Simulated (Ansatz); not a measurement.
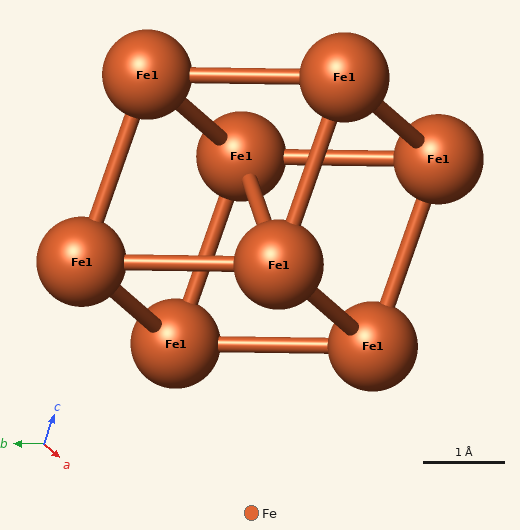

Figure 1. The structure of run 1 (ball-and-stick view of the cell of the calculation, seen at an oblique angle; atoms are numbered from 1 in the order of the input). Near neighbours in the crystal (not all of them lie inside the picture): Fe has 8 Fe at 2.50 Å.

**What a change does: geometry relaxation on Fe**

System: Fe (Im-3m, 1 atom in the cell).
Method of run 1: DFT, PBEsol, PAW with Ansatz's default frozen-core files, scalar-relativistic; relaxation of cell and atoms, spin-polarised (Ansatz 0.2.0).

The structure derives from an entry of the Crystallography Open Database. Text and figures count atoms from 1; the logs count them from 0 in places.

### Input, run 1
```yaml
crystal:
  lattice:
    - [-1.443, 1.443, 1.443]
    - [1.443, -1.443, 1.443]
    - [1.443, 1.443, -1.443]
  atoms:
    - { symbol: Fe, position: [0.0, 0.0, 0.0], spin: 3.0 }
magnetization:
  spin_polarized: true
kpoints:
  mp_grid: { grid: [24, 24, 24] }
scf:
  occupations: { method: fermi_dirac, width: 0.08 }
hamiltonian:
  xc: pbesol
  pseudopotentials: { kind: paw }
relax:
  f_tol: 0.002
  max_steps: 80
  cell: {}
output:
  forces: true
  stress: true
```

Launched with:
```bash
ansatz run input.yaml --threads 2 --pin off --max-ram 6144MiB --backend cpu --events-out ev --progress --plain --runs-dir out
```

Hardware: 2 threads of AMD EPYC (Zen 5), 64 GiB of memory available, shared host.

### Output, shortened to warnings, some set-up lines, iterations and results (run 1)
```
Basis set: ecut = 420 eV, 225 PW (Γ), exchange–correlation on 36×36×36 points (8 copies of the dense FFT grid, shifted against one another)
Symmetry: 48 space group operations
k-points: 413 of 13824
Initial density: superposition of atomic densities (chi_scale 0.1, normalization cell)
[...]
SCF iter   1: F=—  HF=-4448.790697 eV  |F-HF|=—  |Δ(HF+E_count)|=         —  Δρ=7.51e-2 (↑7.51e-2 ↓6.73e-2)  dr2=1.47e0  dr2_m=6.03e-2  M=2.553 μB ∫|m|=2.609 μB  β_m=0.30  …
SCF iter   2: F=—  HF=-4448.225073 eV  |F-HF|=—  |Δ(HF+E_count)|=   5.66e-1  Δρ=2.77e-2 (↑2.77e-2 ↓1.61e-2)  dr2=3.03e-2  dr2_m=4.02e-2  M=2.620 μB ∫|m|=2.698 μB  β_m=0.29  …
SCF iter   3: F=—  HF=-4448.456960 eV  |F-HF|=—  |Δ(HF+E_count)|=         —  Δρ=2.93e-2 (↑2.83e-2 ↓2.93e-2)  dr2=2.38e-3  dr2_m=8.95e-2  M=2.364 μB ∫|m|=2.439 μB  β_m=0.29  …
SCF iter   4: F=—  HF=-4448.567542 eV  |F-HF|=—  |Δ(HF+E_count)|=   1.11e-1  Δρ=2.38e-2 (↑1.82e-2 ↓2.38e-2)  dr2=3.74e-3  dr2_m=4.74e-2  M=2.352 μB ∫|m|=2.436 μB  β_m=0.64  …
SCF iter   5: F=—  HF=-4448.793465 eV  |F-HF|=—  |Δ(HF+E_count)|=   2.26e-1  Δρ=2.33e-2 (↑2.33e-2 ↓6.12e-3)  dr2=3.32e-2  dr2_m=1.78e-2  M=2.246 μB ∫|m|=2.351 μB  β_m=0.52  …
[... 47 lines ...]
SCF iter   6: F=—  HF=-4448.857562 eV  |F-HF|=—  |Δ(HF+E_count)|=   1.28e-9  Δρ=1.42e-6 (↑1.42e-6 ↓7.54e-7)  dr2=3.57e-10  dr2_m=1.54e-11  M=2.086 μB ∫|m|=2.170 μB  β_m=0.82  …
SCF iter   7: F=—  HF=-4448.857562 eV  |F-HF|=—  |Δ(HF+E_count)|=  9.46e-10  Δρ=1.55e-7 (↑1.55e-7 ↓2.30e-8)  dr2=2.07e-12  dr2_m=5.49e-13  M=2.086 μB ∫|m|=2.170 μB  β_m=0.91  …
SCF iter   8: F=-4448.857562 eV  HF=-4448.857562 eV  |F-HF|=0.00e0  |Δ(HF+E_count)|=  6.37e-12  Δρ=4.18e-8 (↑4.18e-8 ↓3.85e-8)  dr2=4.86e-13  dr2_m=1.78e-15  M=2.086 μB …
SCF 6 converged in 8 iterations: F = -4448.857562 eV  dr2 = 4.86e-13
relax step   6: F+E_penalty+E_count = -4448.85756225 eV  Δ(F+E_penalty+E_count) = +6.315e-4 eV  max|allowed force component| = 0.000e0 eV/Å  Δτ_max = 0.0000 Å  P = +0.005 GPa …
basis re-selected at this cell: Δ(F+E_penalty+E_count) = +6.315e-4 eV, ΔP = +0.006 GPa vs the last step (what re-selecting the basis moved, of the pressure what is left beyond the Pulay correction that the steps carried, after the strain that the cell walked since its last selection, with what the …
SCF converged after 8 iterations
Magnetization: 2.0859 μB (9.0430 up, 6.9570 down)
Absolute magnetization: 2.1704 μB (∫|ρ↑−ρ↓|, with the PAW one-centre terms)
Spin contamination: 0.0280 ħ² per cell (⟨S²⟩ above its minimum at these occupations)
Per-site moments (μB) at R_I (Å): [(2.112695828258492, 0.9955259759316034)]
Free energy (F): -4448.857562 eV
Harris-Foulkes:  -4448.857562 eV  (|F-HF|=0.00e0)
Internal energy: -4448.837406 eV  (E = F + TS)
E sigma→0 (E₀):  -4448.847484 eV
Entropy (-TS):   -0.020156 eV (-20.156 meV/atom)
Fermi energy:    19.557749 eV
--- Per-component energies (eV) ---
  E_band       = -196.263253
  E_kinetic    = 352.236394
  E_local      = -2003.513489  (includes V_loc(G=0)·N_el)
  E_nonlocal   = 218.960937
  E_hartree    = 842.525116
  E_xc         = -117.738906
  E_vxc        = -152.258263  (∫ρ·V_xc dr)
  E_paw        = -1334.500838  (= ΣΔE_a)
  E_vpaw       = -296.739888  (= ΣTr[D̂ρ^β])
  E_aug_tail   = 0.000783  (compensation charges beyond the density's cutoff)
  E_ewald      = -2406.986604
  E_core_change = 0.179202  (= ΣΔE_core)
  E_smearing   = -0.020156  (= −TS)
  E_closure    = 0.000000  (closes the sum)
  Σ components = -4448.857562   (vs F -4448.857562, Δ=0.00e0)
--- Forces (eV/Å), atoms counted from 1 ---
  atom   1  Fe    -0.00000000     0.00000000     0.00000000
  max |Σ_I F_I| component: 1.27e-31 eV/Å
--- Stress (GPa, compression-positive) ---
        0.005132       0.000000       0.000000
       -0.000000       0.005132       0.000000
       -0.000000       0.000000       0.005132
  P = ⅓ Tr σ = 0.0051 GPa (0.051 kbar)
--- Relaxed structure (5 steps of the walk, 5 accepted, 1 SCFs on fresh bases) ---
  F+E_penalty+E_count = -4448.85756225 eV   max|allowed force component| = 0.000e0 eV/Å   (the final SCF, on the basis selected at the relaxed cell)
  cell:  # Å, volume = 10.8209 Å³
    - [-1.3933750065196995, 1.3933750065196995, 1.3933750065196995]
    - [1.3933750065196995, -1.3933750065196995, 1.3933750065196995]
[...]
```

For run 2 the input was changed thus:
```diff
+  initial_density: { chi_scale: 0.0 }
+  hubbard: { sites: [{ species: Fe, l: d, u_eff: 2.0 }], double_counting: fll }
+  write_density: true
+  write_potential: true
+  elf: true
+  volumetric_format: npy
```

Predict how the results change.

The total energies belong to different models, so their difference says nothing on which is more stable or more accurate. The net moment of the cell goes from 2.09 to 2.64 μB. The volume per atom goes from 10.82 to 11.59 Å³. The SCF takes 44 iterations over all geometry steps against 45.

### Output, shortened to warnings, some set-up lines, iterations and results (run 2)
```
Basis set: ecut = 420 eV, 225 PW (Γ), exchange–correlation on 36×36×36 points (8 copies of the dense FFT grid, shifted against one another)
Symmetry: 48 space group operations
k-points: 413 of 13824
Initial density: superposition of atomic densities (chi_scale 0, normalization cell)
[...]
SCF iter   1: F=—  HF=-4447.284067 eV  |F-HF|=—  |Δ(HF+E_count)|=         —  Δρ=5.75e-2 (↑1.27e-2 ↓5.75e-2)  dr2=2.96e-1  dr2_m=8.05e-2  M=2.778 μB ∫|m|=2.845 μB  β_m=0.30  …
SCF iter   2: F=—  HF=-4447.292473 eV  |F-HF|=—  |Δ(HF+E_count)|=   8.41e-3  Δρ=2.29e-2 (↑2.28e-2 ↓2.29e-2)  dr2=3.26e-3  dr2_m=5.41e-2  M=2.749 μB ∫|m|=2.832 μB  β_m=0.30  …
SCF iter   3: F=—  HF=-4447.325062 eV  |F-HF|=—  |Δ(HF+E_count)|=   3.26e-2  Δρ=2.07e-2 (↑1.34e-2 ↓2.07e-2)  dr2=3.66e-3  dr2_m=3.05e-2  M=2.734 μB ∫|m|=2.836 μB  β_m=0.30  …
SCF iter   4: F=—  HF=-4447.342306 eV  |F-HF|=—  |Δ(HF+E_count)|=   1.72e-2  Δρ=1.32e-2 (↑1.28e-2 ↓1.32e-2)  dr2=3.72e-5  dr2_m=1.86e-2  M=2.722 μB ∫|m|=2.838 μB  β_m=0.30  …
SCF iter   5: F=—  HF=-4447.356677 eV  |F-HF|=—  |Δ(HF+E_count)|=   1.44e-2  Δρ=1.11e-2 (↑1.11e-2 ↓9.35e-3)  dr2=8.36e-4  dr2_m=1.13e-2  M=2.712 μB ∫|m|=2.839 μB  β_m=0.30  …
[... 45 lines ...]
SCF iter   8: F=—  HF=-4447.386635 eV  |F-HF|=—  |Δ(HF+E_count)|=   4.92e-4  Δρ=4.87e-4 (↑4.24e-4 ↓4.87e-4)  dr2=1.27e-6  dr2_m=2.08e-5  M=2.644 μB ∫|m|=2.799 μB  β_m=0.87  …
SCF iter   9: F=—  HF=-4447.386662 eV  |F-HF|=—  |Δ(HF+E_count)|=   2.68e-5  Δρ=1.09e-4 (↑1.09e-4 ↓1.08e-4)  dr2=3.98e-8  dr2_m=1.20e-6  M=2.642 μB ∫|m|=2.796 μB  β_m=0.93  …
SCF iter  10: F=-4447.386662 eV  HF=-4447.386662 eV  |F-HF|=1.95e-8  |Δ(HF+E_count)|=   7.04e-7  Δρ=1.35e-5 (↑9.55e-6 ↓1.35e-5)  dr2=2.53e-8  dr2_m=4.73e-9  M=2.642 μB …
SCF iter  11: F=-4447.386662 eV  HF=-4447.386662 eV  |F-HF|=7.64e-11  |Δ(HF+E_count)|=   3.71e-9  Δρ=7.20e-7 (↑7.20e-7 ↓7.11e-7)  dr2=8.19e-11  dr2_m=1.80e-11  M=2.642 μB …
SCF 1 converged in 11 iterations: F = -4447.386662 eV  dr2 = 8.19e-11
SCF converged after 6 iterations
Magnetization: 2.6419 μB (9.3209 up, 6.6791 down)
Absolute magnetization: 2.7961 μB (∫|ρ↑−ρ↓|, with the PAW one-centre terms)
Spin contamination: 0.0706 ħ² per cell (⟨S²⟩ above its minimum at these occupations)
Per-site moments (μB) at R_I (Å): [(2.707202612880029, 1.0187130295742228)]
Free energy (F): -4447.386662 eV
Harris-Foulkes:  -4447.386662 eV  (|F-HF|=3.64e-12)
Internal energy: -4447.367344 eV  (E = F + TS)
E sigma→0 (E₀):  -4447.377003 eV
Entropy (-TS):   -0.019318 eV (-19.318 meV/atom)
Fermi energy:    17.902617 eV
--- Per-component energies (eV) ---
  E_band       = -220.539681
  E_kinetic    = 350.009460
  E_local      = -2093.675481  (includes V_loc(G=0)·N_el)
  E_nonlocal   = 222.484883
  E_hartree    = 877.731705
  E_xc         = -116.686184
  E_vxc        = -150.852599  (∫ρ·V_xc dr)
  E_hubbard    = 1.340638  (on-site DFT+U / exact-exchange correction)
  E_vhub       = -4.147074  (the Hubbard potential's part of the band-sum identity)
  E_paw        = -1336.551361  (= ΣΔE_a)
  E_vpaw       = -299.823096  (= ΣTr[D̂ρ^β])
  E_aug_tail   = 0.000678  (compensation charges beyond the density's cutoff)
  E_ewald      = -2352.200883
  E_core_change = 0.179202  (= ΣΔE_core)
  E_smearing   = -0.019318  (= −TS)
  E_closure    = 0.000000  (closes the sum)
  Σ components = -4447.386662   (vs F -4447.386662, Δ=0.00e0)
--- Forces (eV/Å), atoms counted from 1 ---
  atom   1  Fe    -0.00000000     0.00000000    -0.00000000
  max |Σ_I F_I| component: 6.37e-32 eV/Å
--- Stress (GPa, compression-positive) ---
       -0.011253       0.000000       0.000000
        0.000000      -0.011253      -0.000000
       -0.000000      -0.000000      -0.011253
  P = ⅓ Tr σ = -0.0113 GPa (-0.113 kbar)
--- Relaxed structure (4 steps of the walk, 4 accepted, 1 SCFs on fresh bases) ---
  F+E_penalty+E_count = -4447.38666238 eV   max|allowed force component| = 0.000e0 eV/Å   (the final SCF, on the basis selected at the relaxed cell)
  cell:  # Å, volume = 11.5948 Å³
    - [-1.4258284650949253, 1.4258284650949253, 1.4258284650949253]
    - [1.4258284650949253, -1.4258284650949253, 1.4258284650949253]
    - [1.4258284650949253, 1.4258284650949253, -1.4258284650949253]
  atoms:
    - { symbol: Fe, position: [0.0, 0.0, 0.0] }
```

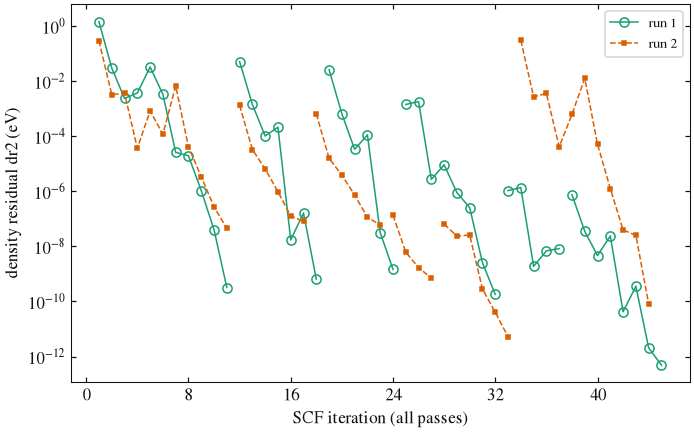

Figure 2. Convergence of the two runs: density residual dr2 against the SCF iteration. A break in a curve parts two SCF passes. Run 1 takes 45 iterations in all, and run 2 takes 44.

### The two runs side by side

```csv
quantity,run 1,run 2
outcome,converged,converged
free energy per atom (eV),−4448.8576,−4447.3867
"energy per atom, smearing taken to zero (eV)",−4448.8475,−4447.3770
net moment of the cell (μB),2.09,2.64
absolute moment of the cell (μB),2.17,2.80
pressure (GPa),0.01,−0.01
volume per atom (Å³),10.82,11.59
largest force (eV/Å),0.000,0.000
SCF iterations,45,44
irreducible k-points,413,413
wall time (shared host),14 s,19 s
```
